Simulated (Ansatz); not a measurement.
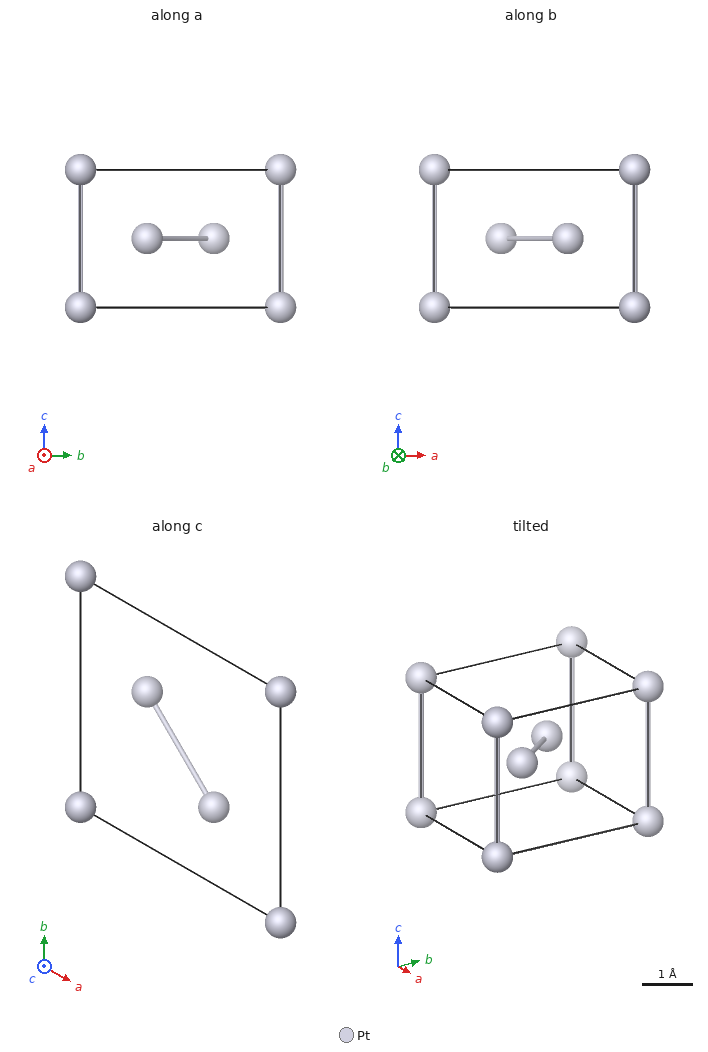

View along the a axis, along the b axis, along the c axis and slightly off an axis, drawn as a ball-and-stick model. Lines trace the edges of the conventional unit cell.

Lattice parameters: a = 4.7085 Å, b = 4.7085 Å, c = 2.8070 Å, α = 90.000°, β = 90.000°, γ = 120.000°.

Express the structure as a CIF in P1 with every atom of the cell.

```cif
data_structure
_symmetry_space_group_name_H-M 'P 1'
_symmetry_Int_Tables_number 1
_cell_length_a 4.7085
_cell_length_b 4.7085
_cell_length_c 2.8070
_cell_angle_alpha 90.000
_cell_angle_beta 90.000
_cell_angle_gamma 120.000
_cell_volume 53.90
loop_
_atom_site_label
_atom_site_type_symbol
_atom_site_fract_x
_atom_site_fract_y
_atom_site_fract_z
_atom_site_occupancy
Pt1 Pt 0.0000 0.0000 0.0000 1
Pt2 Pt 0.3333 0.6667 0.5000 1
Pt3 Pt 0.6667 0.3333 0.5000 1
```

The structure was taken from a structure type filled with this element by a generator (whether the element takes this form wasn't checked). Earlier steps of the study may have refined or changed the cell and positions. It was run through Ansatz as a DFT input.

At this level of theory the cell isn't at rest (stretched, at -19 GPa), so its distances can differ from those at equilibrium, the more so the softer the solid.
